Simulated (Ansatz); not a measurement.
## HfSiO$_{4}$: band-structure calculation (part 2 of 2)

Continued. System: HfSiO$_{4}$ (6 atoms in the cell). Method: DFT, PBE0, plane waves, PAW, no spin polarisation (Ansatz 0.2.0); cutoff 420 eV, 6×6×6 k-mesh, fixed occupations. The structure was built on a prototype by a generator; it need not be a known phase. The geometry comes from this level: r2SCAN.

Geometry of the input (Å; fractional positions):
```
-1.8588  1.8588  4.8805
1.8588  -1.8588  4.8805
1.8588  1.8588  -4.8805
Hf 0.0000  0.0000  0.0000
Si 0.7500  0.2500  0.5000
O  0.9277  0.4277  0.5000
O  0.2217  0.2217  -0.0000
O  0.5723  0.0723  0.5000
O  0.7783  0.7783  -0.0000
```

**File bands.tsv, continued**
```
0.000000	-63.528868	-31.082661	-31.082661	-31.059483	-21.888173	-20.501109	-18.969714	-17.621135	-13.374541	-13.374541	-13.314544	-13.292970	-13.292970	-13.261357	-13.241909	-7.033931	-7.033931	-6.882660	-6.709196	-3.643984	-3.643984	-3.291918	-2.557551	-2.557551	-1.379568	-0.632253	-0.632253	6.490272	6.850259	9.497388	10.050121	10.233742
1.195107	-63.520204	-31.480339	-31.476715	-30.966673	-20.039235	-19.743818	-18.847638	-18.455563	-13.390916	-13.364778	-13.334593	-13.328580	-13.314870	-13.301032	-13.300777	-9.408903	-6.251645	-5.640322	-5.589896	-5.453113	-3.999220	-3.508445	-2.909005	-2.659864	-1.999302	-1.129979	0.000000	6.553233	6.693559	9.216957	10.385630	10.397971
1.516960	-63.520201	-31.480129	-31.476894	-30.966642	-20.039159	-19.743896	-18.846383	-18.457046	-13.390925	-13.364538	-13.334853	-13.327456	-13.316128	-13.301143	-13.300660	-9.407974	-5.988001	-5.872794	-5.671102	-5.460594	-3.886621	-3.780368	-2.997421	-1.998704	-1.909264	-1.586029	-0.002992	6.328525	6.971405	9.253213	10.185504	10.531110
2.362028	-63.524515	-31.496724	-31.067234	-31.018378	-21.115916	-19.985674	-18.722460	-18.342593	-13.361633	-13.355240	-13.347692	-13.320949	-13.311972	-13.293198	-13.250340	-7.873815	-6.622828	-6.483387	-5.776534	-4.671319	-4.137576	-3.004243	-2.696153	-2.363901	-1.620118	-1.561524	-1.126291	6.935460	7.797798	9.492066	9.684943	10.354414
3.266312	-63.528835	-31.083019	-31.083019	-31.081057	-21.167797	-21.102288	-18.904314	-17.905389	-13.374015	-13.374015	-13.314621	-13.294645	-13.294645	-13.265196	-13.248056	-6.918242	-6.745164	-6.745164	-6.594436	-4.302672	-4.302672	-2.844586	-2.406057	-2.406057	-1.688856	-0.459720	-0.459720	6.551317	7.511246	8.537119	9.837713	10.184421
3.988799	-63.524725	-31.478300	-31.068024	-31.021862	-21.074205	-20.078442	-18.675062	-18.393989	-13.370360	-13.356259	-13.333421	-13.320529	-13.310887	-13.293425	-13.251176	-7.867077	-6.599551	-6.476006	-5.812271	-4.698257	-4.197563	-2.857128	-2.702400	-2.267597	-1.726628	-1.468859	-1.135679	7.059096	7.670343	9.308381	9.801105	10.119556
4.677611	-63.524725	-31.478300	-31.068024	-31.021862	-21.074205	-20.078442	-18.675062	-18.393989	-13.370360	-13.356259	-13.333421	-13.320529	-13.310887	-13.293425	-13.251176	-7.867077	-6.599551	-6.476006	-5.812271	-4.698257	-4.197563	-2.857128	-2.702400	-2.267597	-1.726628	-1.468859	-1.135679	7.059096	7.670343	9.308381	9.801105	10.119556
5.400098	-63.520647	-31.463498	-31.458322	-30.969857	-20.113464	-19.826286	-18.790226	-18.463041	-13.389189	-13.363035	-13.330416	-13.327625	-13.316320	-13.300709	-13.295485	-9.361582	-6.251087	-5.889090	-5.485945	-5.223068	-4.020595	-3.378126	-2.982457	-2.559823	-2.136115	-1.123186	-0.057624	6.636011	6.779347	9.184593	10.401083	10.421232
6.088910	-63.520647	-31.463498	-31.458322	-30.969857	-20.113464	-19.826286	-18.790226	-18.463041	-13.389189	-13.363035	-13.330416	-13.327625	-13.316320	-13.300709	-13.295485	-9.361582	-6.251087	-5.889090	-5.485945	-5.223068	-4.020595	-3.378126	-2.982457	-2.559823	-2.136115	-1.123186	-0.057624	6.636011	6.779347	9.184593	10.401083	10.421232
```

**File rho_z.tsv**
```
# z_ang	rho[e/angstrom^3]
# format = ansatz-planar-average/11
# lattice	-1.858780721	1.858780721	4.880477891
# lattice	1.858780721	-1.858780721	4.880477891
# lattice	1.858780721	1.858780721	-4.880477891
# sites	6
# site	72	0.000000000	0.000000000	0.000000000
# site	14	0.000000000	1.858780721	2.440238945
# site	8	0.000000000	1.858780721	4.175138545
# site	8	0.000000000	0.000000000	2.164177129
# site	8	-0.000000000	1.858780721	0.705339345
# site	8	0.000000000	0.000000000	7.596778652
0.000000	1.612774e0
0.138585	1.587231e0
0.277170	1.513215e0
0.415754	1.398230e0
0.554339	1.253714e0
0.692924	1.093573e0
0.831509	9.323239e-1
0.970094	7.830319e-1
1.108678	6.555475e-1
1.247263	5.556540e-1
1.385848	4.853911e-1
1.524433	4.441111e-1
1.663018	4.294315e-1
1.801602	4.375641e-1
1.940187	4.632470e-1
2.078772	4.999198e-1
2.217357	5.404982e-1
2.355942	5.784814e-1
2.494526	6.088189e-1
2.633111	6.281942e-1
2.771696	6.348340e-1
2.910281	6.281942e-1
3.048866	6.088189e-1
3.187450	5.784814e-1
3.326035	5.404982e-1
3.464620	4.999198e-1
3.603205	4.632470e-1
3.741790	4.375641e-1
3.880374	4.294315e-1
4.018959	4.441111e-1
4.157544	4.853911e-1
4.296129	5.556540e-1
4.434714	6.555475e-1
4.573298	7.830319e-1
4.711883	9.323239e-1
4.850468	1.093573e0
4.989053	1.253714e0
5.127638	1.398230e0
5.266222	1.513215e0
5.404807	1.587231e0
```

**File v_z.tsv**
```
# z_ang	v_es[eV]	v_tot[eV]
# format = ansatz-planar-average/11
# xc	pbe0
# density_cutoff_ev	1680
# datasets	Hf=:simpson_from_first_knot:soft:fock:shift=0	Si=:simpson_from_first_knot:soft:fock:shift=0	O=:simpson_from_first_knot:soft:fock:shift=0
# lattice	-1.858780721	1.858780721	4.880477891
# lattice	1.858780721	-1.858780721	4.880477891
# lattice	1.858780721	1.858780721	-4.880477891
# sites	6
# site	72	0.000000000	0.000000000	0.000000000
# site	14	0.000000000	1.858780721	2.440238945
# site	8	0.000000000	1.858780721	4.175138545
# site	8	0.000000000	0.000000000	2.164177129
# site	8	-0.000000000	1.858780721	0.705339345
# site	8	0.000000000	0.000000000	7.596778652
0.000000	4.178530e0	-4.994233e0
0.138585	4.246497e0	-4.909002e0
0.277170	4.447161e0	-4.657714e0
0.415754	4.769712e0	-4.254379e0
0.554339	5.192361e0	-3.725535e0
0.692924	5.688830e0	-3.103625e0
0.831509	6.235519e0	-2.419580e0
0.970094	6.817884e0	-1.695650e0
1.108678	7.406277e0	-9.689999e-1
1.247263	7.873521e0	-3.749782e-1
1.385848	8.052274e0	-9.092520e-2
1.524433	7.870361e0	-1.991893e-1
1.663018	7.401097e0	-6.313718e-1
1.801602	6.806843e0	-1.219946e0
1.940187	6.201435e0	-1.837751e0
2.078772	5.602325e0	-2.454721e0
2.217357	5.029899e0	-3.046435e0
2.355942	4.526463e0	-3.573682e0
2.494526	4.134352e0	-3.994968e0
2.633111	3.887078e0	-4.268672e0
2.771696	3.802748e0	-4.363894e0
2.910281	3.887078e0	-4.268672e0
3.048866	4.134352e0	-3.994968e0
3.187450	4.526463e0	-3.573682e0
3.326035	5.029899e0	-3.046435e0
3.464620	5.602325e0	-2.454721e0
3.603205	6.201435e0	-1.837751e0
3.741790	6.806843e0	-1.219946e0
3.880374	7.401097e0	-6.313718e-1
4.018959	7.870361e0	-1.991893e-1
4.157544	8.052274e0	-9.092520e-2
4.296129	7.873521e0	-3.749782e-1
4.434714	7.406277e0	-9.689999e-1
4.573298	6.817884e0	-1.695650e0
4.711883	6.235519e0	-2.419580e0
4.850468	5.688830e0	-3.103625e0
4.989053	5.192361e0	-3.725535e0
5.127638	4.769712e0	-4.254379e0
5.266222	4.447161e0	-4.657714e0
5.404807	4.246497e0	-4.909002e0
```

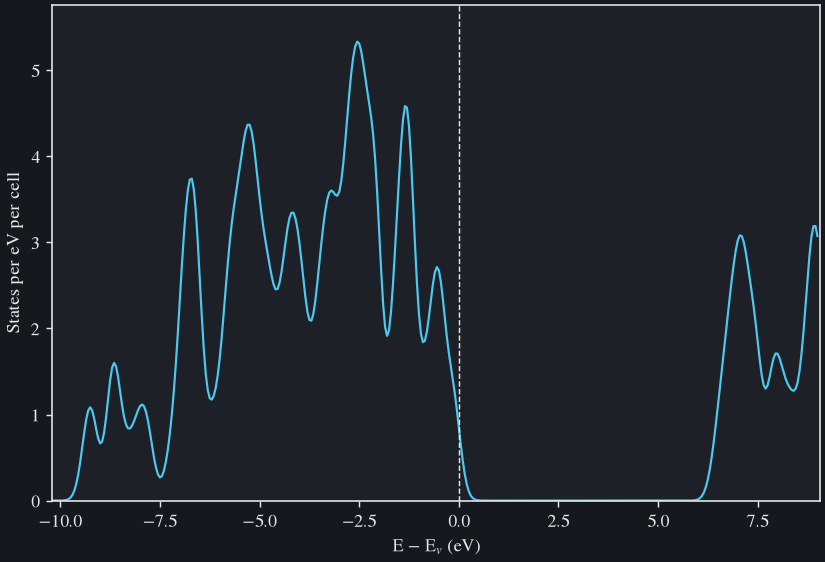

Fig. 1: Density of states (the curve is built from the levels of the k mesh with Gaussians 0.4 eV wide, which also blur the band edges), with energies from the valence-band top. There is a gap of 6.36 eV on the k-point mesh. Small ripples come from the finite k-point mesh.

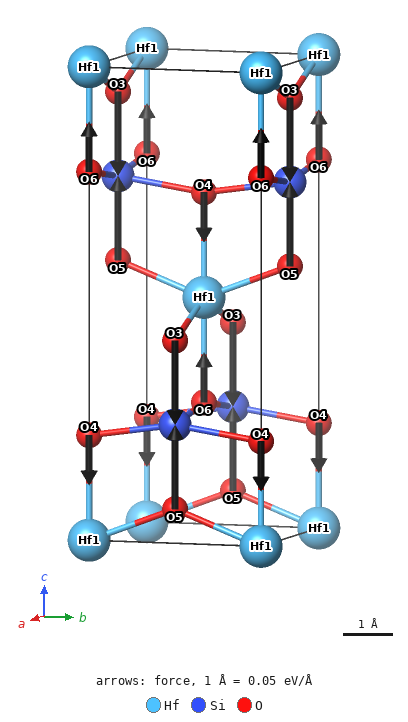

Fig. 2: Forces on the atoms as black arrows (ball-and-stick view of the cell 2 times as large as that of the calculation, set on its symmetry axes, seen slightly off an axis; atoms are numbered from 1 in the order of the input). The largest act on O3, O5 (0.09 eV/Å); O4, O6 (0.05 eV/Å). The geometry is not a stationary point of this energy.

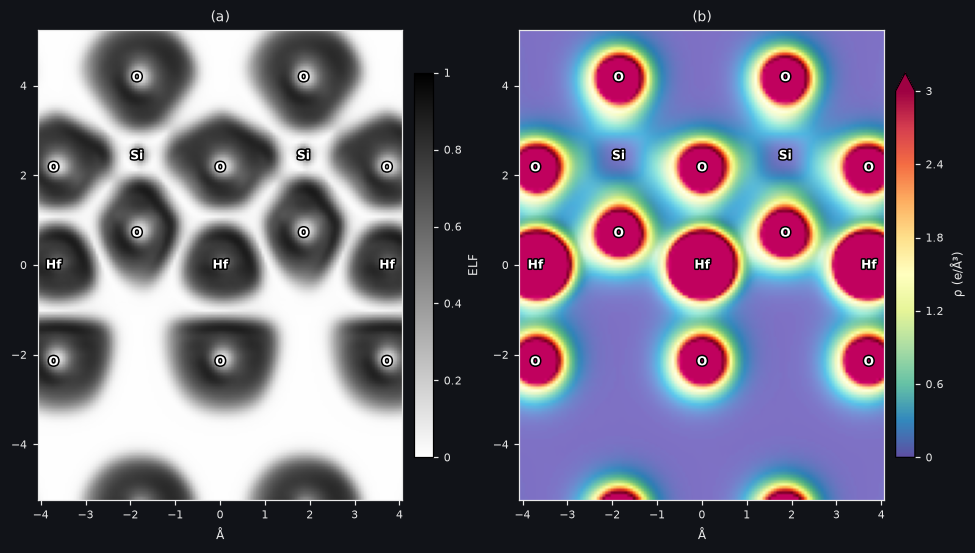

Fig. 3: (a) ELF; (b) valence pseudo-density on the (100) plane of the conventional cell. Atoms in the plane: Hf, Si and O. Hf–O (1.99 Å): ρ is about 0.99 e/Å³ halfway; the ELF peaks at about 0.85 in the valence shell of O, 0.6 Å from its nucleus, and drops to about 0.20 between the two atoms. Si–O (1.88 Å): ρ at the midpoint is about 0.73 e/Å³; the ELF peaks at about 0.85 between the atoms (a shared but strongly polarised pair). Hf–O (2.16 Å): the density is about 0.63 e/Å³ at the midpoint; the ELF peaks at about 0.85 in the valence shell of O, 0.6 Å from its nucleus, and drops to about 0.15 between the two atoms. Away from the nuclei the density in this plane falls to 0.02 e/Å³ at its lowest. The strong features right at Hf lie inside the PAW spheres (semicore, d or f shells) and say nothing about bonding. In a PAW calculation such maps are meaningful between the atoms, not at the nuclei.

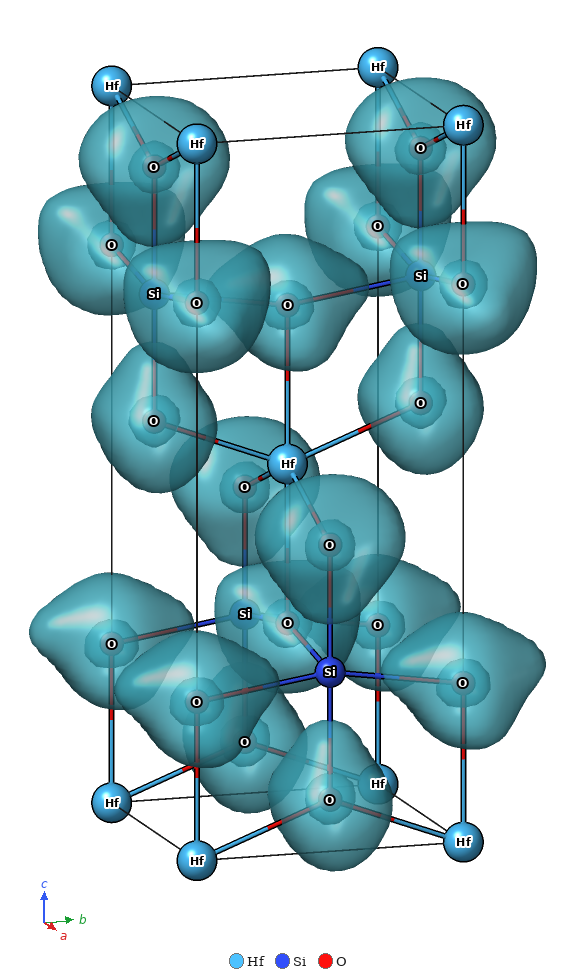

Fig. 4: Isosurface of the ELF at 0.65 (cyan), seen slightly off an axis. Only the valence region is drawn (cores and ρ < 0.01 e/Å³ removed). Sticks mark near contacts. The outline is the cell set on symmetry axes. Profiles from the grid: Si–O (1.73 Å): the ELF peaks at about 0.85 between the atoms, which marks a shared but strongly polarised pair. Hf–O (1.99 Å): the ELF peaks at about 0.85 in the valence shell of O, 0.6 Å from its nucleus, and drops to about 0.20 between the two atoms.

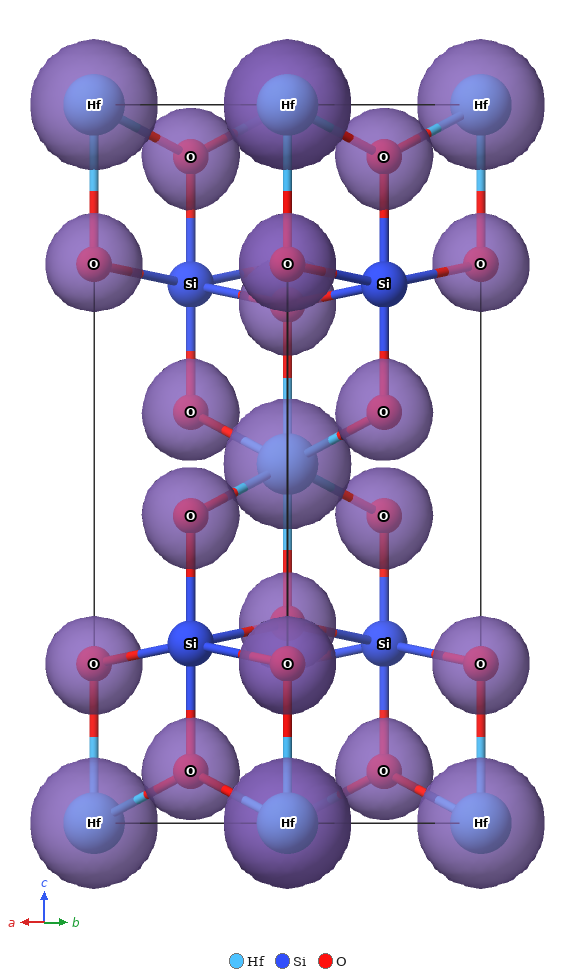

Fig. 5: Isosurface of the valence electron density at 1.5 e/Å³ (purple), seen along [110]. Sticks mark near contacts. The outline is the cell set on symmetry axes. At this value the density breaks into separate islands; it holds about 65 % of the electrons treated as valence (semicore included). It is pinched off along the Si–O (1.73 Å), Hf–O (1.99 Å), Si–O (1.88 Å) and Hf–O (2.16 Å) contacts. On the grid the lowest density along these lines, outside the cores, is 0.76 e/Å³ (Si–O, 1.73 Å), 0.91 e/Å³ (Hf–O, 1.99 Å), 0.5 e/Å³ (Si–O, 1.88 Å) and 0.61 e/Å³ (Hf–O, 2.16 Å).
